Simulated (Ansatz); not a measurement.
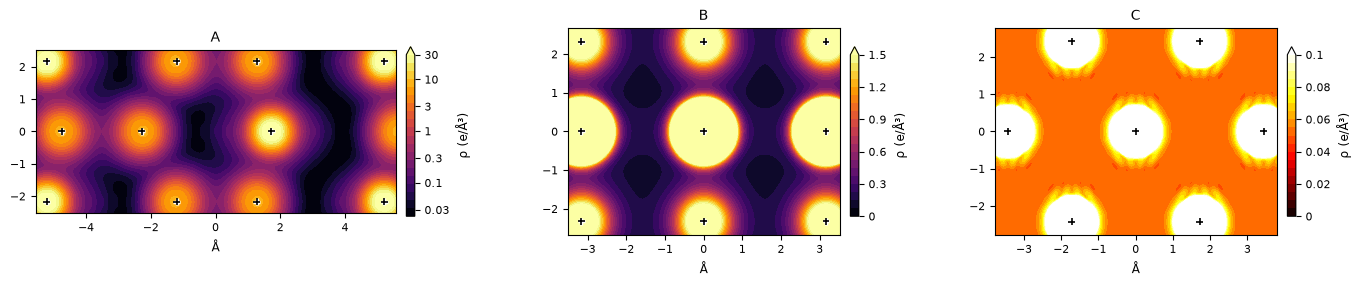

The valence electron density of 3 systems, each on a plane through atoms (crosses mark nuclei in the plane).

All numbers below come from DFT PBE, scalar-relativistic, plane waves, PAW in Ansatz 0.2.0.

System 1: CuO$_{2}$, the (100) plane of the conventional cell. Space group Cmcm; a structure from a database of computed crystals, not necessarily the ambient phase; spin-polarised.

```
Cu O
1.0
     2.82523    0.00000    0.00000
     0.00000   10.42149    0.00000
     0.00000    0.00000    4.34342
Cu O
4 8
Direct
  0.00000 0.16725 0.25000
  0.50000 0.66725 0.25000
  0.00000 0.83275 0.75000
  0.50000 0.33275 0.75000
  0.00000 0.55149 0.25000
  0.50000 0.05149 0.25000
  0.00000 0.44851 0.75000
  0.50000 0.94851 0.75000
  0.00000 0.78897 0.25000
  0.50000 0.28897 0.25000
  0.00000 0.21103 0.75000
  0.50000 0.71103 0.75000
```

System 2: HfC, the (010) plane of the conventional cell. Space group Immm; changed on purpose from its base cell (strain -0.0750 x Voigt [0, 0, 0, 0, 1, 0], atoms carried along).

```
Hf C
1.0
     2.23781    0.00000    2.23781
     2.41219    0.00000   -2.41219
     0.00000    4.65000    0.00000
Hf C
2 2
Direct
  0.50000 0.50000 0.00000
  0.00000 0.00000 0.50000
  0.00000 0.00000 0.00000
  0.50000 0.50000 0.50000
```

System 3: Li, the (011) plane of the conventional cell. Space group Im-3m; computed without spin polarisation.

```cif
data_structure
_symmetry_space_group_name_H-M 'P 1'
_symmetry_Int_Tables_number 1
_cell_length_a 3.4324
_cell_length_b 3.4324
_cell_length_c 3.4324
_cell_angle_alpha 90.000
_cell_angle_beta 90.000
_cell_angle_gamma 90.000
_cell_volume 40.44
loop_
_atom_site_label
_atom_site_type_symbol
_atom_site_fract_x
_atom_site_fract_y
_atom_site_fract_z
_atom_site_occupancy
Li1 Li 0.00000 0.00000 0.00000 1
Li2 Li 0.50000 0.50000 0.50000 1
```

Q: Match each panel to its system.

A: Panel A is system 1, CuO$_{2}$: the plane holds Cu and O. Panel B is system 2, HfC: the plane holds Hf and C. Hf–C (2.33 Å): ρ at the midpoint is about 0.49 e/Å³. Panel C is system 3, Li: the plane holds Li. Li–Li (2.97 Å): ρ is about 0.05 e/Å³ halfway.
